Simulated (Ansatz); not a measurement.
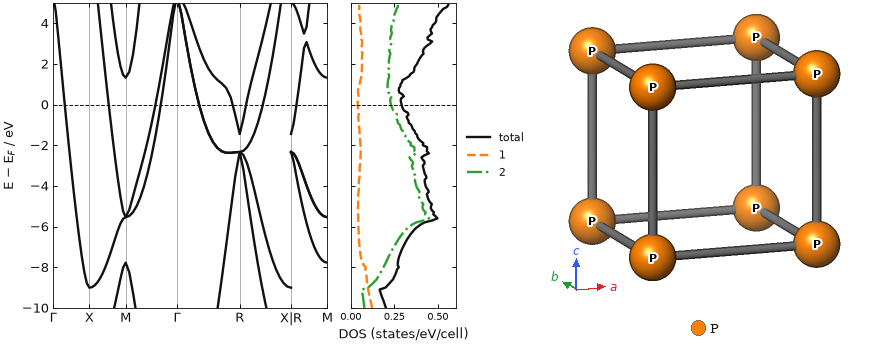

Band structure and density of states, beside the structure. Energies are counted from the Fermi level. The partial curves are projected on Löwdin-orthogonalised atomic shells; they sum to less than the total at higher energies, where shells without a projector contribute.

Calculation on P, space group Pm-3m (No. 221), 1 atom in the cell; a = 2.44 Å, b = 2.44 Å, c = 2.44 Å, α = 90.00°, β = 90.00°, γ = 90.00°.

Computed with Ansatz: DFT r2SCAN, scalar-relativistic, plane waves, PAW, no spin polarisation, 22×22×22 k mesh, 500 eV cutoff, Gaussian smearing of 0.1 eV.

The numbered curves are projections. Which is which? The candidates: P 3p, P 3s.

Answer. 1 is P 3s; 2 is P 3p.

Does this material conduct, going by its bands?

Answer. A metal: 3 bands cross the Fermi level along this path.

The structure is an invented one, so it need not be a known or stable phase.
